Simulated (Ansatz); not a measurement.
SiC

Input

```
crystal:
  lattice:
    - [3.1459237523, 0.0, 0.0]
    - [-1.5729618761, 2.7244498879, 0.0]
    - [0.0, 0.0, 4.8135860466]
  atoms:
    - { symbol: Si, position: [0.3333333333, 0.6666666667, 0.25] }
    - { symbol: Si, position: [0.6666666667, 0.3333333333, 0.75] }
    - { symbol: C, position: [0.6666666667, 0.3333333333, 0.25] }
    - { symbol: C, position: [0.3333333333, 0.6666666667, 0.75] }
kpoints:
  mp_grid: { grid: [12, 12, 6] }
  band_path:
    path:
      - [0.0, 0.0, 0.0]
      - [0.5, 0.0, 0.0]
      - [0.3333333333, 0.3333333333, 0.0]
      - [0.0, 0.0, 0.5]
      - [0.5, 0.0, 0.5]
      - [0.3333333333, 0.3333333333, 0.5]
    npoints: 1
hamiltonian:
  xc: r2scan
  dispersion: rvv10
scf:
  occupations: { method: fermi_dirac, width: 0.03 }
  n_extra_bands: 5
output:
  forces: true
  stress: true
  eigenvalues: true
  write_density: true
  write_potential: true
  elf: true
  volumetric_format: npy
```

Command:

```sh
ansatz run input.yaml --threads 2 --pin off --max-ram 29491MiB --backend cpu --events-out ev --progress --plain --runs-dir out
```

Below, planes, directions and counts refer to the conventional cell (a = 3.15 Å, b = 3.15 Å, c = 4.81 Å, α = 90.00°, β = 90.00°, γ = 120.00°).

Space group P6₃/mmc; started from the h-MgO (five-fold) prototype, which need not be the ambient phase.

The calculation used DFT, r2SCAN+rVV10, plane waves, PAW (Ansatz 0.2.0).

Core electrons are frozen (PAW), and the valence fields are smoothed inside the atomic spheres.

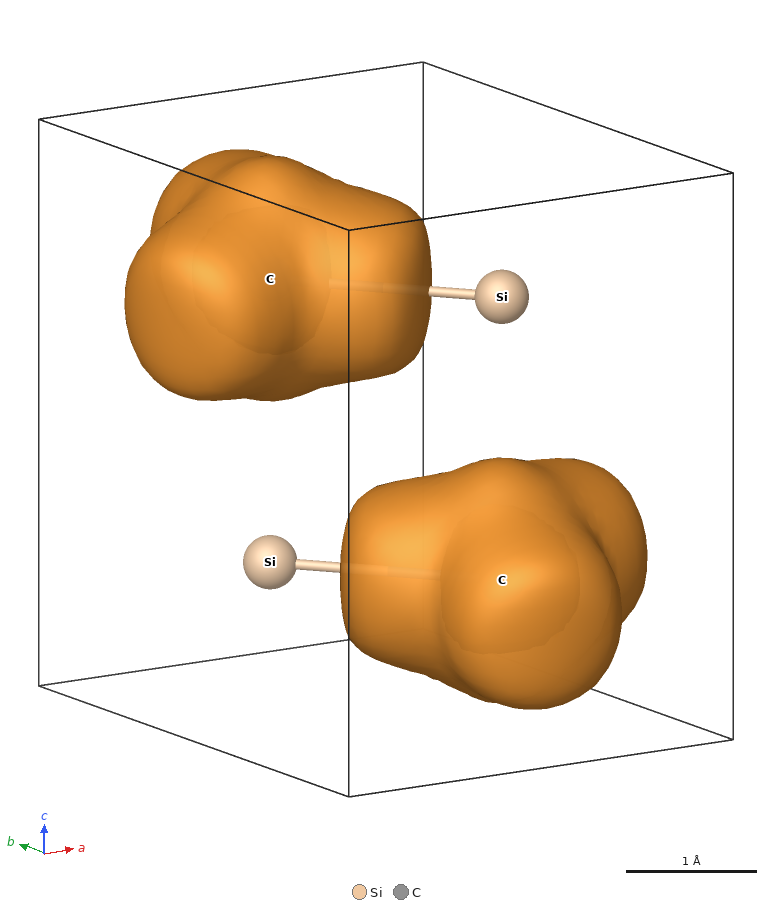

Figure 1. Isosurface of the electron localisation function at 0.7 (orange), seen at an oblique angle. Core shells and regions of very low density are left out. Sticks mark near contacts.

### Identify the bonds, lone pairs and shells in this picture.

At this value the surface marks out two regions on C in which the atom's valence shell and bonds are merged, counted in one cell of 4 atoms. Any copies at cell faces, edges or corners count once. Profiles from the grid: Si–C (1.82 Å): the ELF peaks at about 0.95 between the atoms (a covalent bond).

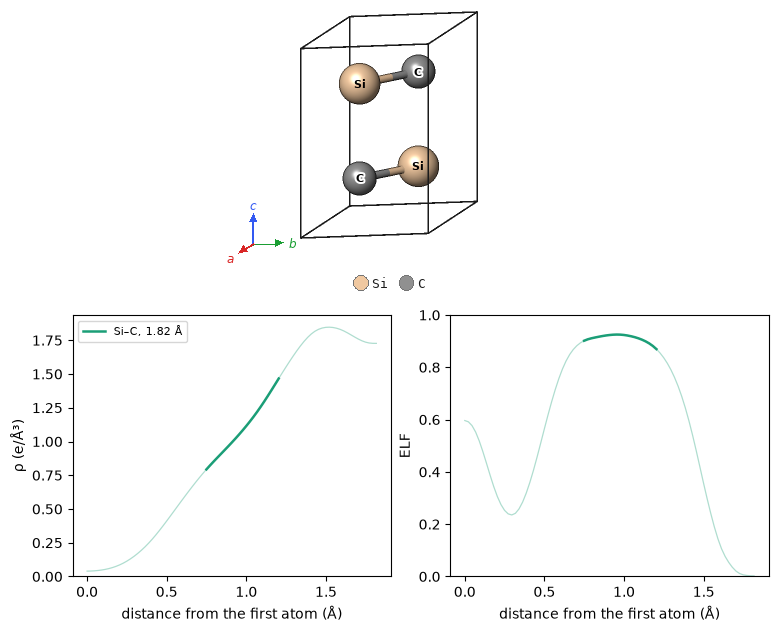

Figure 2. Valence electron density and electron localisation function along straight lines between neighbouring atoms. Thin, pale parts lie inside the atomic spheres. The structure is drawn too.

### What kind of bonding do the profiles show?

Si–C (1.82 Å): ρ is about 0.99 e/Å³ halfway; the ELF peaks at about 0.95 between the atoms, as expected for a covalent bond.
